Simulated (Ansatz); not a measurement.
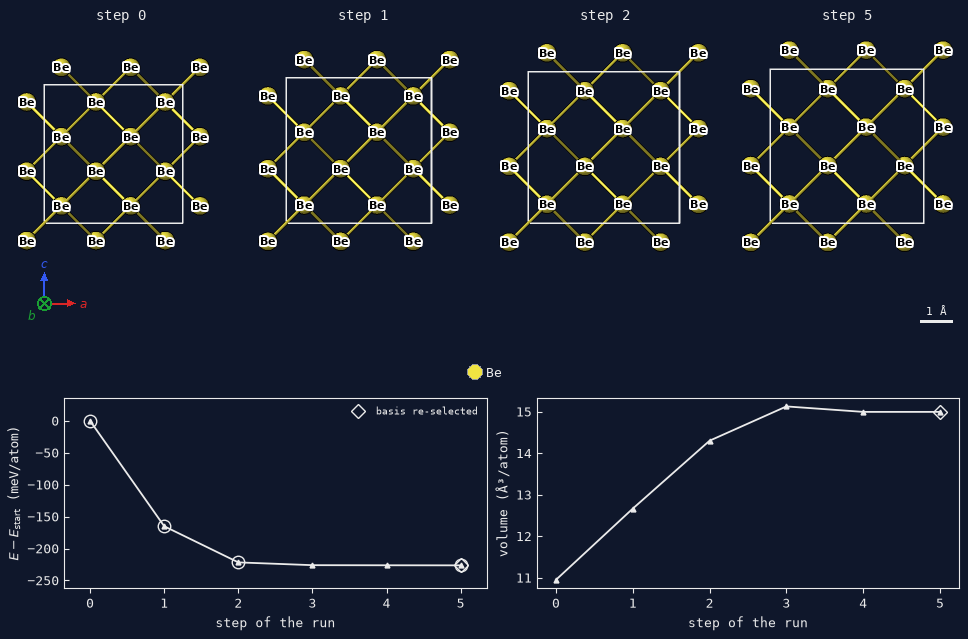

Frames of a relaxation of solid Be (a generated structure, set up in Fd-3m), marked on the history of the run. A ball-and-stick model of the conventional cell (4 times the calculation's cell), seen along the b axis. Lengths and directions refer to the drawn axes.

Phase: diamond.

All numbers below come from DFT, r2SCAN, plane waves (500 eV) with PAW, scalar-relativistic in Ansatz. Set-up: plane-wave cutoff 500 eV; k-point mesh 12 × 12 × 12; occupations fermi dirac; smearing width 0.1 eV; no spin polarisation; cell and atoms relaxed; force threshold 0.01 eV/Å; at most 60 steps.

**What happens along the run?**

After 4 accepted moves (5 points after the start) the energy has fallen by 226 meV per atom. All forces vanish by symmetry, so only the cell relaxes. Pressure: 22.52 GPa at the start and 0.00 GPa at the end. At 1 point the geometry stayed and the basis and grid were re-selected for the new cell (energy shift of 0.1 meV per atom at most each time). The atoms keep their places relative to the cell (all moves are under 0.005 Å). The volume changes by +36.9 %, with a = b = c 4.441 → 4.932 Å (+11.0 %). Some distances before and after: Be–Be 1.923 → 2.136 Å. The space group stays Fd-3m (No. 227). From step 0 to 1: volume +15.7 %, energy −165 meV per atom. From step 1 to 2: volume +12.9 %, energy −56.6 meV per atom. From step 2 to 5: volume +4.8 %, energy −4.6 meV per atom.

```
step  E − E(0), meV/atom  pressure, GPa  volume, Å³/atom                      note
   0                0.00          22.52           10.952                          
   1             -165.07           9.52           12.667                          
   2             -221.69           2.18           14.302                          
   3             -226.05          -0.38           15.128                          
   4             -226.21          -0.01           14.996                          
   5             -226.33           0.00           14.996  same geometry, new basis
```
